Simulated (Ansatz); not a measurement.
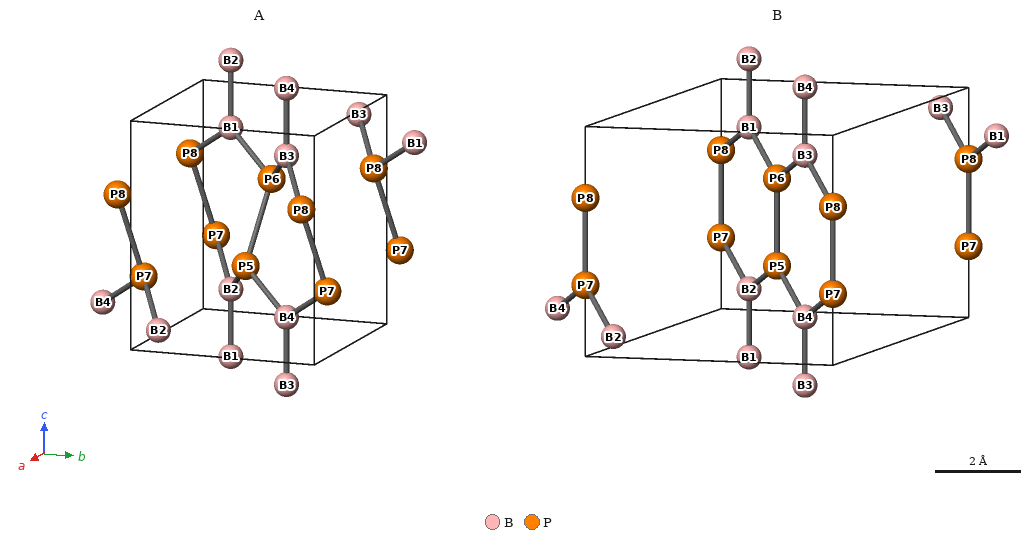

Two geometries of solid BP (a generated structure, set up in Cmme), drawn at one scale. One is the start of a relaxation, the other its converged end. The picture is a ball-and-stick view of the cell of the calculation, seen slightly off an axis.

All numbers below come from Ansatz 0.2.0, DFT PBE, scalar-relativistic, plane waves, PAW. Settings: plane-wave cutoff 420 eV; k-point mesh 8 × 8 × 8; occupations gaussian; smearing width 0.1 eV; no spin polarisation; cell and atoms relaxed; force threshold 0.01 eV/Å; at most 80 steps.

Which one is relaxed?

Structure B is the relaxed one. Over 23 accepted moves (27 points after the start) the energy falls by 0.391 eV per cell of the calculation. Largest force component: 0.088 eV/Å at the start, under 0.0001 eV/Å at the end. The pressure goes from −0.06 to 0.00 GPa. The SCF was repeated 4 times at an unchanged geometry on a basis and grid sized afresh for the cell, which shifted the energy by 66.7 meV per cell of the calculation at most. The largest moves relative to the cell, 0.50 Å, are those of P5, P6, P7 and P8. P5 goes along [−1 1 0]. Largest moves by element: P 0.50 Å, B 0.01 Å. Cell: a = b 4.608 → 5.908 Å (+28.2 %), c 5.544 → 5.568 Å (+0.4 %), γ 91.9° → 113.9°. Volume +51.0 %. Some distances before and after: P5–P7 2.639 → 4.951 Å, P5–P6 2.154 → 2.112 Å, B1–P6 1.885 → 1.847 Å, B1–B2 1.629 → 1.651 Å. Bond angles that change, for instance: B2–P7–B4 116.4° → 121.5°, B2–P7–P8 114.5° → 119.2°. The space group (tolerance 0.01 Å) goes from Cmme (No. 67) to Pmmm (No. 47). Cost: 15 min on 1 thread of Arm Neoverse V1, with other jobs on the host, peak memory 0.63 GiB.
